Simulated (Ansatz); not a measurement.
## WS₂: geometry relaxation (part 3 of 3)

The same run, continued: WS₂ (C2/m, 6 atoms in the cell); DFT, PBEsol, plane waves, PAW, no spin polarisation (Ansatz 0.2.0); cutoff 420 eV, 8×8×2 k-mesh, Fermi–Dirac smearing of 0.03 eV. The structure was built on a prototype by a generator.

Geometry of the input (Å; fractional positions):
```
2.5620  -1.4791  0.0000
2.5620  1.4791  0.0000
-1.9197  0.0000  15.0363
W  0.4362  0.4362  0.8291
W  0.5638  0.5638  0.1709
S  0.0721  0.0721  0.7485
S  0.9279  0.9279  0.2515
S  0.7992  0.7992  0.9096
S  0.2008  0.2008  0.0904
```

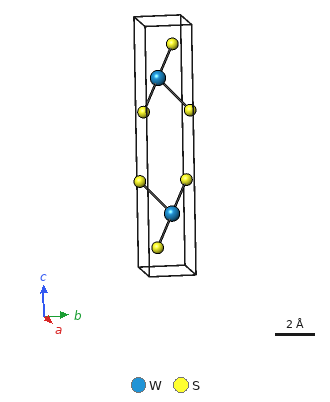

**Figure 1.** The geometry at step 21 of the log (ball-and-stick view of the reduced cell, seen slightly off an axis).

Trajectory as extended XYZ, continued:
```
6
Lattice="2.7352 -1.5792 -0.0002 2.7352 1.5792 -0.0002 -2.0509 0.0000 15.9175" Properties=species:S:1:pos:R:3:forces:R:3 step=9 energy=-24056.30839 pressure_GPa=0.12
W     0.6840    0.0000   12.9204    0.0014   0.0000   0.0002
W     2.7355    0.0000    2.9966   -0.0014   0.0000  -0.0002
S    -1.1395    0.0000   11.3425   -0.0007   0.0000  -0.0132
S     4.5590    0.0000    4.5746    0.0007   0.0000   0.0132
S     2.5078    0.0000   14.5014   -0.0007   0.0000   0.0156
S     0.9118    0.0000    1.4157    0.0007   0.0000  -0.0156
6
Lattice="2.7370 -1.5802 -0.0003 2.7370 1.5802 -0.0003 -2.0523 0.0000 15.5807" Properties=species:S:1:pos:R:3:forces:R:3 step=10 energy=-24056.30950 pressure_GPa=0.10
W     0.6844    0.0000   12.5863    0.0017   0.0000  -0.0051
W     2.7374    0.0000    2.9939   -0.0017   0.0000   0.0051
S    -1.1403    0.0000   11.0097   -0.0008   0.0000  -0.0176
S     4.5621    0.0000    4.5705    0.0008   0.0000   0.0176
S     2.5094    0.0000   14.1655   -0.0008   0.0000   0.0258
S     0.9124    0.0000    1.4147    0.0008   0.0000  -0.0258
6
Lattice="2.7377 -1.5806 -0.0003 2.7377 1.5806 -0.0003 -2.0528 0.0000 14.8596" Properties=species:S:1:pos:R:3:forces:R:3 step=12 energy=-24056.31142 pressure_GPa=0.21
W     0.6846    0.0000   11.8789    0.0000   0.0000   0.0164
W     2.7379    0.0000    2.9802    0.0000   0.0000  -0.0164
S    -1.1407    0.0000   10.3046    0.0000   0.0000  -0.0466
S     4.5632    0.0000    4.5545    0.0000   0.0000   0.0466
S     2.5099    0.0000   13.4575    0.0000   0.0000   0.0239
S     0.9127    0.0000    1.4016    0.0000   0.0000  -0.0239
6
Lattice="2.7394 -1.5816 -0.0002 2.7394 1.5816 -0.0002 -2.0540 0.0000 14.2587" Properties=species:S:1:pos:R:3:forces:R:3 step=13 energy=-24056.31372 pressure_GPa=-0.15
W     0.6854    0.0000   11.2812   -0.0014   0.0000   0.0016
W     2.7396    0.0000    2.9771    0.0014   0.0000  -0.0016
S    -1.1412    0.0000    9.7041    0.0008   0.0000   0.0152
S     4.5661    0.0000    4.5541   -0.0008   0.0000  -0.0152
S     2.5117    0.0000   12.8615    0.0007   0.0000  -0.0282
S     0.9133    0.0000    1.3967   -0.0007   0.0000   0.0282
6
Lattice="2.7368 -1.5801 -0.0001 2.7368 1.5801 -0.0001 -2.0514 0.0000 13.6545" Properties=species:S:1:pos:R:3:forces:R:3 step=14 energy=-24056.31191 pressure_GPa=1.36 accepted=F
W     0.6853    0.0000   10.6788    0.0008   0.0000  -0.0568
W     2.7369    0.0000    2.9754   -0.0008   0.0000   0.0568
S    -1.1392    0.0000    9.1126   -0.0002   0.0000  -0.2094
S     4.5614    0.0000    4.5416    0.0002   0.0000   0.2094
S     2.5100    0.0000   12.2442   -0.0005   0.0000   0.2586
S     0.9122    0.0000    1.4101    0.0005   0.0000  -0.2586
6
Lattice="2.7374 -1.5805 -0.0001 2.7374 1.5805 -0.0001 -2.0519 0.0000 14.0340" Properties=species:S:1:pos:R:3:forces:R:3 step=15 energy=-24056.31537 pressure_GPa=-0.00
W     0.6855    0.0000   11.0364   -0.0004   0.0000   0.0065
W     2.7374    0.0000    2.9974    0.0004   0.0000  -0.0065
S    -1.1396    0.0000    9.4595    0.0003   0.0000  -0.0095
S     4.5626    0.0000    4.5743   -0.0003   0.0000   0.0095
S     2.5106    0.0000   12.6170    0.0001   0.0000   0.0023
S     0.9124    0.0000    1.4167   -0.0001   0.0000  -0.0023
6
Lattice="2.7366 -1.5800 0.0000 2.7366 1.5800 0.0000 -2.0505 0.0000 13.6945" Properties=species:S:1:pos:R:3:forces:R:3 step=16 energy=-24056.31770 pressure_GPa=0.25
W     0.6863    0.0000   10.7166    0.0003   0.0000   0.0020
W     2.7365    0.0000    2.9780   -0.0003   0.0000  -0.0020
S    -1.1381    0.0000    9.1407    0.0000   0.0000  -0.0399
S     4.5609    0.0000    4.5538    0.0000   0.0000   0.0399
S     2.5107    0.0000   12.2957   -0.0002   0.0000   0.0205
S     0.9120    0.0000    1.3988    0.0002   0.0000  -0.0205
6
Lattice="2.7352 -1.5794 0.0003 2.7352 1.5794 0.0003 -2.0477 0.0000 12.7775" Properties=species:S:1:pos:R:3:forces:R:3 step=18 energy=-24056.32702 pressure_GPa=1.19
W     0.6876    0.0000    9.8089   -0.0030   0.0000  -0.0015
W     2.7350    0.0000    2.9693    0.0030   0.0000   0.0015
S    -1.1355    0.0000    8.2393    0.0010   0.0000  -0.1588
S     4.5581    0.0000    4.5388   -0.0010   0.0000   0.1588
S     2.5110    0.0000   11.3811   -0.0009   0.0000   0.1375
S     0.9116    0.0000    1.3970    0.0009   0.0000  -0.1375
6
Lattice="2.7060 -1.5640 -0.0013 2.7060 1.5640 -0.0013 -2.0354 0.0000 12.5244" Properties=species:S:1:pos:R:3:forces:R:3 step=19 energy=-24056.21599 pressure_GPa=-2.57 accepted=F
W     0.6626    0.0000    9.5582   -0.0048   0.0000  -0.0422
W     2.7140    0.0000    2.9636    0.0048   0.0000   0.0422
S    -1.1395    0.0000    7.9151   -0.0173   0.0000   0.8680
S     4.5161    0.0000    4.6066    0.0173   0.0000  -0.8680
S     2.4666    0.0000   11.1969    0.0062   0.0000  -0.8592
S     0.9100    0.0000    1.3249   -0.0062   0.0000   0.8592
6
Lattice="2.7359 -1.5805 -0.0018 2.7359 1.5805 -0.0018 -2.0608 0.0000 13.1294" Properties=species:S:1:pos:R:3:forces:R:3 step=20 energy=-24056.32472 pressure_GPa=-0.64 accepted=F
W     0.6656    0.0000   10.0229   -0.0018   0.0000   0.0342
W     2.7455    0.0000    3.1028    0.0018   0.0000  -0.0342
S    -1.1588    0.0000    8.4426   -0.0015   0.0000   0.0450
S     4.5698    0.0000    4.6831    0.0015   0.0000  -0.0450
S     2.4905    0.0000   11.6090    0.0017   0.0000  -0.0519
S     0.9205    0.0000    1.5167   -0.0017   0.0000   0.0519
6
Lattice="2.7371 -1.5813 -0.0122 2.7371 1.5813 -0.0122 -2.1224 0.0000 12.8282" Properties=species:S:1:pos:R:3:forces:R:3 step=21 energy=-24056.33116 pressure_GPa=0.03
W     0.6057    0.0000    9.8180   -0.0021   0.0000  -0.0058
W     2.7460    0.0000    2.9858    0.0021   0.0000   0.0058
S    -1.2246    0.0000    8.2488   -0.0078   0.0000  -0.0005
S     4.5764    0.0000    4.5550    0.0078   0.0000   0.0005
S     2.4375    0.0000   11.3895    0.0031   0.0000  -0.0027
S     0.9142    0.0000    1.4143   -0.0031   0.0000   0.0027
6
Lattice="2.7363 -1.5807 -0.0190 2.7363 1.5807 -0.0190 -2.1616 0.0000 12.7683" Properties=species:S:1:pos:R:3:forces:R:3 step=22 energy=-24056.33132 pressure_GPa=-0.03 accepted=F
W     0.5435    0.0000    9.7109   -0.0039   0.0000   0.0093
W     2.7676    0.0000    3.0195    0.0039   0.0000  -0.0093
S    -1.2895    0.0000    8.1456   -0.0102   0.0000   0.0122
S     4.6006    0.0000    4.5848    0.0102   0.0000  -0.0122
S     2.3788    0.0000   11.2793    0.0042   0.0000   0.0036
S     0.9323    0.0000    1.4511   -0.0042   0.0000  -0.0036
6
Lattice="2.7363 -1.5823 -0.0320 2.7363 1.5823 -0.0320 -2.2382 0.0000 12.7989" Properties=species:S:1:pos:R:3:forces:R:3 step=24 energy=-24056.33340 pressure_GPa=-0.19
W     0.4583    0.0000    9.7487   -0.0043   0.0000   0.0008
W     2.7761    0.0000    2.9862    0.0043   0.0000  -0.0008
S    -1.3834    0.0000    8.1918   -0.0047   0.0000   0.0203
S     4.6177    0.0000    4.5430    0.0047   0.0000  -0.0203
S     2.3023    0.0000   11.3082   -0.0016   0.0000  -0.0195
S     0.9320    0.0000    1.4266    0.0016   0.0000   0.0195
6
Lattice="2.7372 -1.5816 -0.0505 2.7372 1.5816 -0.0505 -2.3473 0.0000 12.7616" Properties=species:S:1:pos:R:3:forces:R:3 step=25 energy=-24056.33659 pressure_GPa=-0.27
W     0.3286    0.0000    9.6867   -0.0060   0.0000   0.0029
W     2.7986    0.0000    2.9740    0.0060   0.0000  -0.0029
S    -1.5227    0.0000    8.1418   -0.0111   0.0000   0.0243
S     4.6499    0.0000    4.5189    0.0111   0.0000  -0.0243
S     2.1833    0.0000   11.2344    0.0017   0.0000  -0.0268
S     0.9439    0.0000    1.4263   -0.0017   0.0000   0.0268
6
Lattice="2.7346 -1.5830 -0.0765 2.7346 1.5830 -0.0765 -2.4982 0.0000 12.6971" Properties=species:S:1:pos:R:3:forces:R:3 step=26 energy=-24056.34362 pressure_GPa=-0.35
W     0.1459    0.0000    9.5899   -0.0073   0.0000   0.0042
W     2.8252    0.0000    2.9542    0.0073   0.0000  -0.0042
S    -1.7191    0.0000    8.0625   -0.0150   0.0000   0.0178
S     4.6902    0.0000    4.4816    0.0150   0.0000  -0.0178
S     2.0154    0.0000   11.1200    0.0001   0.0000  -0.0290
S     0.9557    0.0000    1.4241   -0.0001   0.0000   0.0290
6
Lattice="2.7357 -1.5824 -0.1163 2.7357 1.5824 -0.1163 -2.7326 0.0000 12.5688" Properties=species:S:1:pos:R:3:forces:R:3 step=27 energy=-24056.35887 pressure_GPa=-0.39
W    -0.1306    0.0000    9.4177    0.0035   0.0000   0.0090
W     2.8695    0.0000    2.9184   -0.0035   0.0000  -0.0090
S    -2.0158    0.0000    7.9182   -0.0372   0.0000  -0.0092
S     4.7547    0.0000    4.4180    0.0372   0.0000   0.0092
S     1.7609    0.0000   10.9195    0.0128   0.0000  -0.0211
S     0.9780    0.0000    1.4166   -0.0128   0.0000   0.0211
6
Lattice="2.7317 -1.5838 -0.1597 2.7317 1.5838 -0.1597 -2.9840 0.0000 12.3697" Properties=species:S:1:pos:R:3:forces:R:3 step=28 energy=-24056.37016 pressure_GPa=-0.04
W    -0.4292    0.0000    9.1778    0.0454   0.0000   0.0293
W     2.9087    0.0000    2.8726   -0.0454   0.0000  -0.0293
S    -2.3353    0.0000    7.7105   -0.0586   0.0000  -0.0344
S     4.8148    0.0000    4.3398    0.0586   0.0000   0.0344
S     1.4847    0.0000   10.6464    0.0185   0.0000   0.0150
S     0.9947    0.0000    1.4040   -0.0185   0.0000  -0.0150
6
Lattice="2.7249 -1.5747 -0.1500 2.7249 1.5747 -0.1500 -2.9223 0.0000 12.3216" Properties=species:S:1:pos:R:3:forces:R:3 step=29 energy=-24056.36971 pressure_GPa=0.42 accepted=F
W    -0.3565    0.0000    9.1618    0.0122   0.0000   0.0103
W     2.8840    0.0000    2.8597   -0.0122   0.0000  -0.0103
S    -2.2560    0.0000    7.6785   -0.0233   0.0000   0.0080
S     4.7835    0.0000    4.3430    0.0233   0.0000  -0.0080
S     1.5469    0.0000   10.6449    0.0024   0.0000  -0.0305
S     0.9806    0.0000    1.3766   -0.0024   0.0000   0.0305
6
Lattice="2.7322 -1.5794 -0.1551 2.7322 1.5794 -0.1551 -2.9577 0.0000 12.3630" Properties=species:S:1:pos:R:3:forces:R:3 step=31 energy=-24056.37138 pressure_GPa=-0.01 accepted=F
W    -0.3985    0.0000    9.1829    0.0003   0.0000   0.0026
W     2.9051    0.0000    2.8699   -0.0003   0.0000  -0.0026
S    -2.3087    0.0000    7.7080   -0.0040   0.0000   0.0006
S     4.8153    0.0000    4.3447    0.0040   0.0000  -0.0006
S     1.5114    0.0000   10.6573    0.0043   0.0000  -0.0028
S     0.9952    0.0000    1.3955   -0.0043   0.0000   0.0028
6
Lattice="2.7308 -1.5802 -0.1548 2.7308 1.5802 -0.1548 -2.9548 0.0000 12.3638" Properties=species:S:1:pos:R:3:forces:R:3 step=32 energy=-24056.37141 pressure_GPa=-0.00
W    -0.3977    0.0000    9.1835    0.0008   0.0000  -0.0005
W     2.9045    0.0000    2.8706   -0.0008   0.0000   0.0005
S    -2.3080    0.0000    7.7084    0.0004   0.0000   0.0005
S     4.8147    0.0000    4.3457   -0.0004   0.0000  -0.0005
S     1.5124    0.0000   10.6579   -0.0005   0.0000   0.0005
S     0.9943    0.0000    1.3962    0.0005   0.0000  -0.0005
6
Lattice="2.7308 -1.5802 -0.1548 2.7308 1.5802 -0.1548 -2.9548 0.0000 12.3638" Properties=species:S:1:pos:R:3:forces:R:3 step=33 energy=-24056.37290 pressure_GPa=0.00
W    -0.3977    0.0000    9.1835    0.0008   0.0000  -0.0006
W     2.9045    0.0000    2.8706   -0.0008   0.0000   0.0006
S    -2.3080    0.0000    7.7084    0.0003   0.0000   0.0012
S     4.8147    0.0000    4.3457   -0.0003   0.0000  -0.0012
S     1.5124    0.0000   10.6579   -0.0005   0.0000  -0.0001
S     0.9943    0.0000    1.3962    0.0005   0.0000   0.0001
```

Key numbers:

- outcome: converged
- space group (tolerance 0.01 Å): C2/m (12)
- electrons treated: 52
- free energy: −24056.3729 eV
- Fermi energy: 12.062 eV
- pressure: 0.00 GPa
- final volume: 105.26 Å³
- largest force (length of the vector) at the end: 0.001 eV/Å
- final cell: a = 3.159 Å, b = 3.159 Å, c = 12.712 Å, α = 104.40°, β = 104.40°, γ = 60.03°
- hardware: 2 threads of Intel Xeon @ 2.70GHz, 189 GiB of memory available, shared host
- wall time: 2.7 min (CPU time 5.2 min)
- peak memory: 0.49 GiB

Notes:

Spin–orbit coupling is left out, which matters for W.
